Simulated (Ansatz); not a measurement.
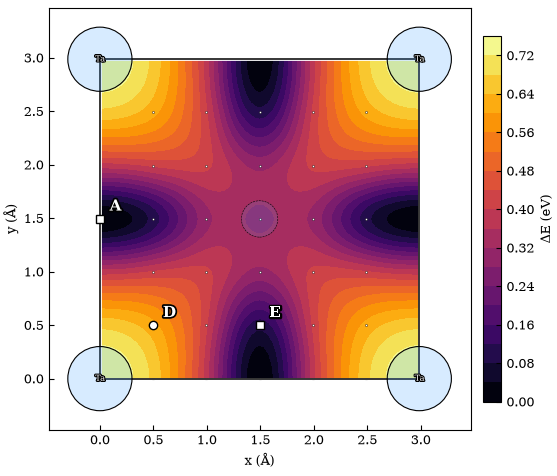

H on a Ta(100) slab cut from the Fm-3m phase, its upper half relaxed before the scan (3 atoms of substrate and one adsorbate in a 1 × 1 cell). H is moved over the surface cell; relaxed at each place: the height of the adsorbate's atoms; substrate rigid; the origin of the map has the adsorbate above Ta3. Places are given modulo a cell vector. The map is drawn in real space over the plane of the surface. Grid: 6 × 6 points; 10 points were computed and 26 follow by symmetry. Energies are in eV, from the lowest grid point. With one adsorbate in each 1 × 1 cell, its nearest image is 3.0 Å away, so neighbouring adsorbates interact. Method: DFT PBE, scalar-relativistic, plane waves, PAW (Ansatz 0.2.0). Settings: cutoff 420 eV, k-mesh 9×9×1, gaussian smearing 0.1 eV, no spin polarisation.

The picture shows filled contours, dots at the grid points, labelled circles for the atoms of the top layer and small ones for the second layer, the outline of one cell of the plane, lettered points. Between grid points the surface is interpolated.

Rank the lettered points by energy, lowest first.

Answer. A (0.00 eV), E (0.10 eV), D (0.61 eV).

PAW datasets: the set soft_1.
